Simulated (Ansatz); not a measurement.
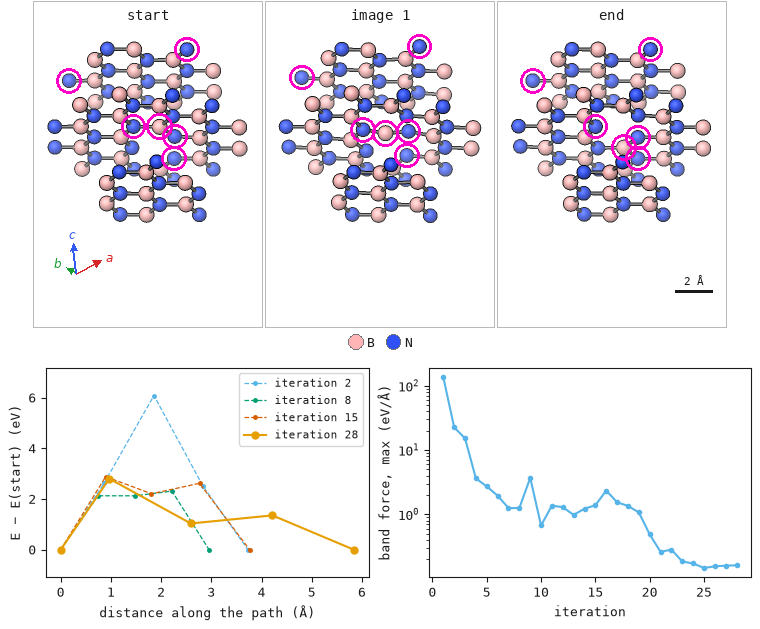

NEB run on a defect cell of composition B11N12 with a B vacancy (23 atoms in the cell). Images are numbered from 0 (start) to 4 (end). The plot follows the band through its iterations. A ball-and-stick model of the atoms within 5.4 Å of the middle of the path, seen slightly off an axis. The atoms that move most are ringed. Bonds to atoms that aren't drawn are left out.

Theory: DFT PBEsol, scalar-relativistic, plane waves, PAW in Ansatz. Settings: plane-wave cutoff 420 eV; k-point mesh 4 × 4 × 4; Gaussian smearing 0.05 eV; 3 movable images; climbing image; force threshold 0.05 eV/Å; iteration limit 60.

How did the profile develop, and is the result final?

Answer. The result isn't final. The run hit its time limit after 28 iterations, unconverged. The largest component of the band force went from 140 to 0.16 eV/Å. The barrier read from it is provisional, though the highest image hardly moved in the last two iterations. The first iteration put the highest image at 29.00 eV. The two ends have the same energy, and the highest point, image 1, lies 2.80 eV above the start. The profile has 2 maxima (images 1, 3) with a dip at image 2 (+1.04 eV), which on an unconverged band is provisional.

Limits of the set-up: the periodic images lie only 6.3 Å apart, so the values are limited by the cell's size.
